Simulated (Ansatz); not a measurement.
```
Pb S
1.0
    12.02784    0.00000    0.00000
     0.00000    4.22497    0.00000
     0.00000    0.00000    4.27502
Pb S
4 4
Direct
  0.87521 0.25000 0.24902
  0.37521 0.25000 0.25098
  0.12479 0.75000 0.75098
  0.62479 0.75000 0.74902
  0.62491 0.25000 0.24881
  0.12491 0.25000 0.25119
  0.37509 0.75000 0.75119
  0.87509 0.75000 0.74881
```

Space group Pnma; a structure from a database of computed crystals, not necessarily the ambient phase.

All numbers below come from DFT, PBE, plane-wave PAW, default files, scalar-relativistic (Ansatz 0.2.0).

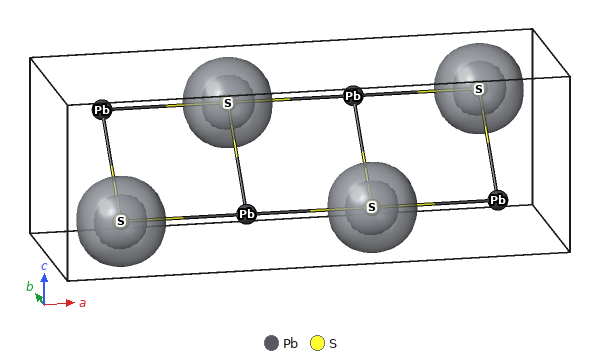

PbS. Isosurface of the electron localisation function at 0.8 (grey), seen slightly off an axis. Core shells and regions of very low density are left out. Sticks mark near contacts.

In a PAW calculation such maps are meaningful between the atoms, not at the nuclei.

Identify the bonds, lone pairs and shells in this picture.

Answer. At this value the surface marks out four regions wrapped around S (the valence shell of each), counted in one cell of 8 atoms. Any copies at cell faces, edges or corners count once. Profiles from the grid: Pb–S (3.00 Å): the ELF peaks at about 0.85 in the valence shell of S, 0.8 Å from its nucleus, and drops to about 0.20 between the two atoms.
